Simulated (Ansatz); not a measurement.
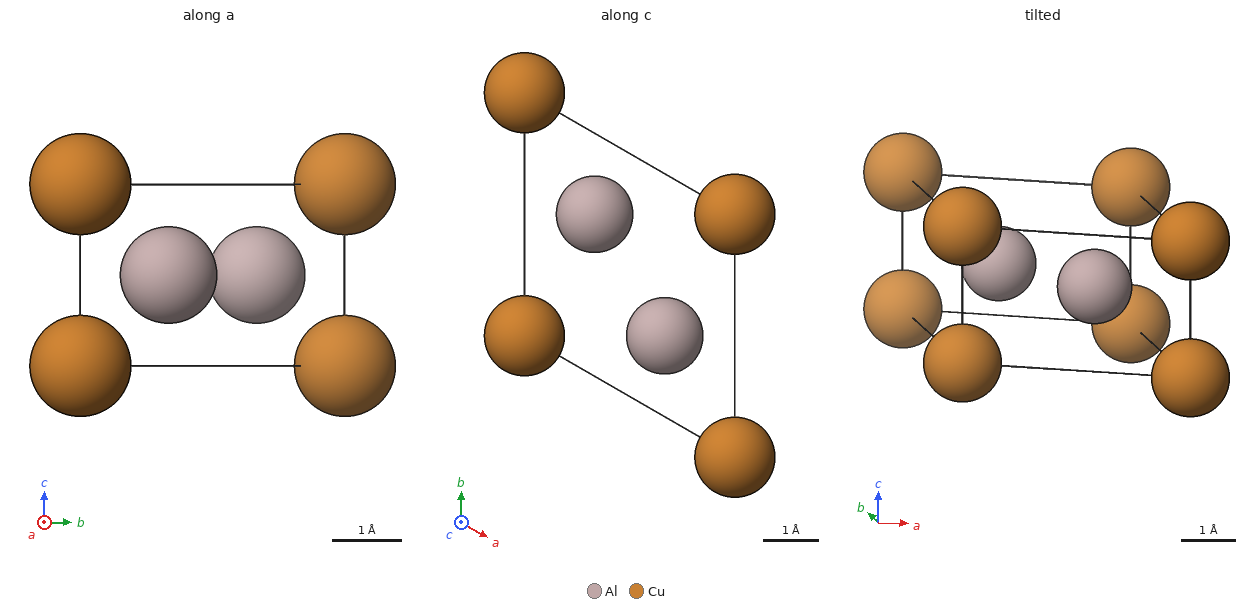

Spheres-only representation of a periodic structure, projected along the a axis, along the c axis and slightly off an axis. Atoms at the boundary of the conventional unit cell (the box) are drawn once for each face, edge or corner they touch.

Cell dimensions are a = 4.449 Å, b = 4.449 Å, c = 2.648 Å, α = 90.00°, β = 90.00°, γ = 120.00°.

**Find the formula by counting the atoms in the cell.**

Al$_{2}$Cu. The cell holds 2 Al, 1 Cu, counting shared atoms by their share.

**Space group?**

P6/mmm (No. 191), with Al on 2d and Cu on 1a.

**Give the prototype.**

AlB₂ type.

Origin of the cell: a textbook structure type filled with these elements (whether it is the usual form wasn't checked). The final geometry of a relaxation with DFT r2SCAN, scalar-relativistic, plane waves, PAW (Ansatz 0.2.0) is shown.
